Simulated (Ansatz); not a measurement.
# A series of single points on Ti$_{6}$H

System: Ti$_{6}$H (slab, 14 atoms in the cell).
Method: DFT PBE, scalar-relativistic, plane waves, PAW, PAW set soft_1, no spin polarisation (Ansatz 0.2.0).

The 5 runs differ only in the geometry, by a shift of atoms along one path in a fixed cell. The shift s is measured from run 3: H13 moves along the Cartesian direction (0.00, 0.00, 1.00), and H14 with it in fixed proportion. The structure derives from an entry of the Crystallography Open Database.

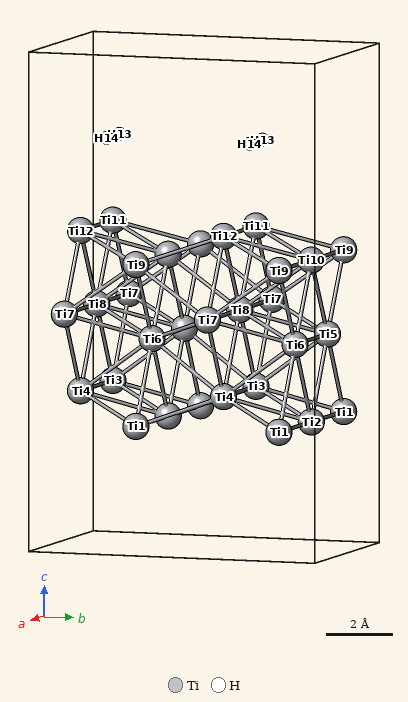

Figure 1. The structure of run 3 (ball-and-stick view of the 1 × 2 repeat of the cell, with the vacuum cut short, seen slightly off an axis; atoms are numbered from 1 in the order of the input).

**Input of run 3**
```yaml
crystal:
  lattice:
    - [5.8763264169, 0.0, 0.0]
    - [0.0, 4.650465418, 0.0]
    - [0.0, 0.0, 23.7842241737]
  atoms:
    - { symbol: Ti, position: [0.0, 0.75, 0.1681787041] }
    - { symbol: Ti, position: [0.5, 0.75, 0.1681787041] }
    - { symbol: Ti, position: [0.25, 0.25, 0.2038399329] }
    - { symbol: Ti, position: [0.75, 0.25, 0.2038399329] }
    - { symbol: Ti, position: [0.25, 0.75, 0.2751623905] }
    - { symbol: Ti, position: [0.75, 0.75, 0.2751623905] }
    - { symbol: Ti, position: [0.0, 0.25, 0.3097469736] }
    - { symbol: Ti, position: [0.5, 0.25, 0.3097469736] }
    - { symbol: Ti, position: [0.0, 0.75, 0.3777037247] }
    - { symbol: Ti, position: [0.5, 0.75, 0.3777037247] }
    - { symbol: Ti, position: [0.25, 0.25, 0.4113745356] }
    - { symbol: Ti, position: [0.75, 0.25, 0.4113745356] }
    - { symbol: H, position: [0.1495120492, 0.25, 0.5206906933] }
    - { symbol: H, position: [0.3504879508, 0.25, 0.5206906933] }
basis:
  ecutwfc: 420
kpoints:
  mp_grid: { grid: [5, 6, 1] }
hamiltonian:
  xc: pbe
  pseudopotentials: { kind: paw, azcp: { folder: soft_1 } }
scf:
  occupations: { method: gaussian, width: 0.1 }
output:
  forces: true
  eigenvalues: true
efield:
  axis: 3
  dipole_correction: true
  ramp_width: 0.04
```

Command:
```bash
ansatz run input.yaml --threads 4 --pin off --max-ram 12288MiB --backend cpu --events-out ev --progress --plain --runs-dir out
```

Run 2 differs from it as follows:
```diff
-    - { symbol: H, position: [0.1495120492, 0.25, 0.5206906933] }
-    - { symbol: H, position: [0.3504879508, 0.25, 0.5206906933] }
+    - { symbol: H, position: [0.1495120492, 0.25, 0.4975661214] }
+    - { symbol: H, position: [0.3504879508, 0.25, 0.4975661214] }
```

**Results, with one run withheld**

```tsv
run	shift s of H13 (Å)	free energy per atom, from the lowest run given (meV)	force along the path (eV/Å)
1	−0.8700	0.00	−0.160
2	−0.5500	?	?
3	0.0000	81.40	−1.051
4	0.4000	102.70	−0.479
5	1.0000	113.50	−0.109
```

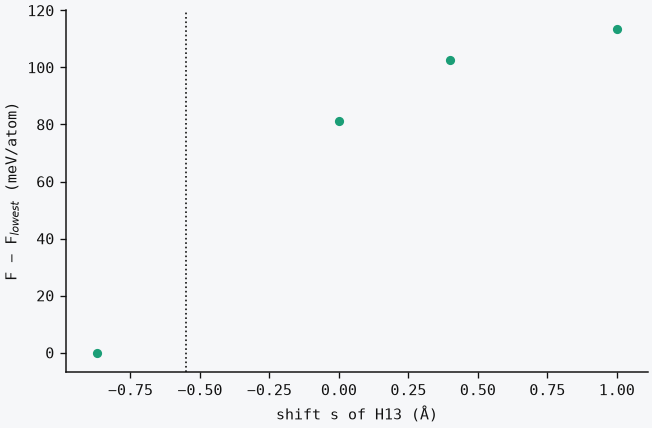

Figure 2. Free energy per atom of the runs given; the dotted line marks run 2.

Estimate the energy of run 2 from the others.

A quadratic polynomial in the coordinate, fitted to the 4 runs given, misses them by at most 0.31 meV per atom. With x = s − 0.1325, it reads F = 89.709 + 56.287 x − 33.16 x² (meV per atom). At run 2 it gives 35.85 meV per atom, and the run itself gives 24.97. The slope of the fit gives a force −dF/ds of −1.422 eV/Å along the path (summed over the atoms that move), and the printed forces give −1.590 eV/Å. The fit has no minimum inside this range. So low a polynomial doesn't follow these energies more closely.

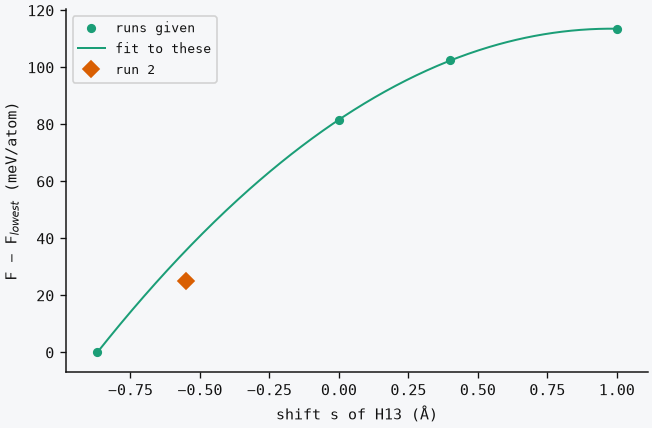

Figure 3. The fit and the withheld run.

**Output, shortened to warnings, some set-up lines, iterations and results (run 2)**
```
Basis set: ecut = 420 eV, 12723 PW (Γ), exchange–correlation on 80×64×320 points (8 copies of the dense FFT grid, shifted against one another)
Symmetry: 4 space group operations
k-points: 12 of 30
Initial density: superposition of atomic densities (neutral atoms: chi_scale 0, normalization atom)
[...]
SCF iter   1: F=—  HF=-30030.934299 eV  |F-HF|=—  |Δ(HF+E_count)|=         —  Δρ=4.83e-2  dr2=1.44e2  ethr=3.10e-3  p=0.000 e·Å  D=3.78e-8 V/Å  ΔV_dip=-0.00 eV  …
SCF iter   2: F=—  HF=-30032.219518 eV  |F-HF|=—  |Δ(HF+E_count)|=    1.29e0  Δρ=6.96e-2  dr2=3.14e2  ethr=3.10e-3  p=-0.321 e·Å  D=-8.94e-2 V/Å  ΔV_dip=2.13 eV  …
SCF iter   3: F=—  HF=-30021.792336 eV  |F-HF|=—  |Δ(HF+E_count)|=    1.04e1  Δρ=2.04e-2  dr2=1.86e1  ethr=3.10e-3  p=-0.079 e·Å  D=-2.20e-2 V/Å  ΔV_dip=0.52 eV  …
SCF iter   4: F=—  HF=-30020.822094 eV  |F-HF|=—  |Δ(HF+E_count)|=   9.70e-1  Δρ=8.19e-3  dr2=3.54e0  ethr=3.10e-3  p=-0.001 e·Å  D=-2.71e-4 V/Å  ΔV_dip=0.01 eV  …
SCF iter   5: F=—  HF=-30020.724604 eV  |F-HF|=—  |Δ(HF+E_count)|=   9.75e-2  Δρ=4.99e-3  dr2=4.42e-1  ethr=2.42e-3  p=-0.046 e·Å  D=-1.28e-2 V/Å  ΔV_dip=0.30 eV  …
[... 5 lines ...]
SCF iter  11: F=—  HF=-30020.709125 eV  |F-HF|=—  |Δ(HF+E_count)|=   6.16e-4  Δρ=2.74e-5  dr2=5.56e-6  ethr=2.00e-8  p=-0.120 e·Å  D=-3.34e-2 V/Å  ΔV_dip=0.79 eV  …
SCF iter  12: F=—  HF=-30020.709131 eV  |F-HF|=—  |Δ(HF+E_count)|=   5.52e-6  Δρ=1.04e-5  dr2=5.83e-7  ethr=3.81e-9  p=-0.120 e·Å  D=-3.35e-2 V/Å  ΔV_dip=0.80 eV  …
SCF iter  13: F=—  HF=-30020.709132 eV  |F-HF|=—  |Δ(HF+E_count)|=   1.09e-6  Δρ=3.96e-6  dr2=1.51e-7  ethr=4.00e-10  p=-0.120 e·Å  D=-3.35e-2 V/Å  ΔV_dip=0.80 eV  …
SCF iter  14: F=-30020.709132 eV  HF=-30020.709132 eV  |F-HF|=2.41e-8  |Δ(HF+E_count)|=   1.17e-7  Δρ=1.61e-6  dr2=2.26e-8  ethr=6.85e-11  p=-0.120 e·Å  D=-3.35e-2 V/Å  …
SCF 1 converged in 14 iterations: F = -30020.709132 eV  dr2 = 2.26e-8
SCF converged after 14 iterations
Free energy (F): -30020.709132 eV
Harris-Foulkes:  -30020.709132 eV  (|F-HF|=2.41e-8)
Internal energy: -30020.613375 eV  (E = F + TS)
E sigma→0 (E₀):  -30020.661254 eV
Entropy (-TS):   -0.095757 eV (-6.840 meV/atom)
Fermi energy:    1.585297 eV
Dipole field:    D = -0.033527 V/Å  (p = -0.120425 e·Å, saw-weighted, corrected)
Work function:   Φ+ = 4.5430 eV   Φ− = 3.7455 eV
Levels:          The Fermi level and band energies are counted from a zero that moves with the ramp; work functions are not
--- Per-component energies (eV) ---
  E_band       = -3594.678277
  E_kinetic    = 3390.301324
  E_local      = -142300.132714  (includes V_loc(G=0)·N_el)
  E_nonlocal   = 729.901025
  E_hartree    = 69217.955675
  E_xc         = -1402.329062
  E_vxc        = -1755.719945  (∫ρ·V_xc dr)
  E_paw        = -12508.313078  (= ΣΔE_a)
  E_vpaw       = -2090.399110  (= ΣTr[D̂ρ^β])
  E_aug_tail   = -0.002538  (compensation charges beyond the density's cutoff)
  E_efield     = 0.002019  (sawtooth field / dipole correction)
  E_vefield    = -4.541230  (∫n·V_field dr)
  E_ewald      = 52852.003974
  E_smearing   = -0.095757  (= −TS)
  E_closure    = -0.000000  (closes the sum)
  Σ components = -30020.709132   (vs F -30020.709132, Δ=0.00e0)
--- Forces (eV/Å), atoms counted from 1 ---
  atom   1  Ti    -0.00577984     0.00000000     0.29434546
  atom   2  Ti     0.00577984     0.00000000     0.29434546
  atom   3  Ti     0.00000000     0.00000000     0.10202726
  atom   4  Ti     0.00000000     0.00000000     0.11905809
  atom   5  Ti     0.00000000     0.00000000    -0.39926382
  atom   6  Ti     0.00000000     0.00000000    -0.40613623
  atom   7  Ti    -0.05192619     0.00000000    -0.15008775
  atom   8  Ti     0.05192619     0.00000000    -0.15008775
  atom   9  Ti    -0.06562258     0.00000000    -0.09224999
  atom  10  Ti     0.06562258     0.00000000    -0.09224999
  atom  11  Ti     0.00000000     0.00000000     1.31138747
  atom  12  Ti     0.00000000     0.00000000     0.75910629
  atom  13  H      1.74828148     0.00000000    -0.79507854
  atom  14  H     -1.74828148     0.00000000    -0.79507854
  max |Σ_I F_I| component: 3.74e-5 eV/Å
```
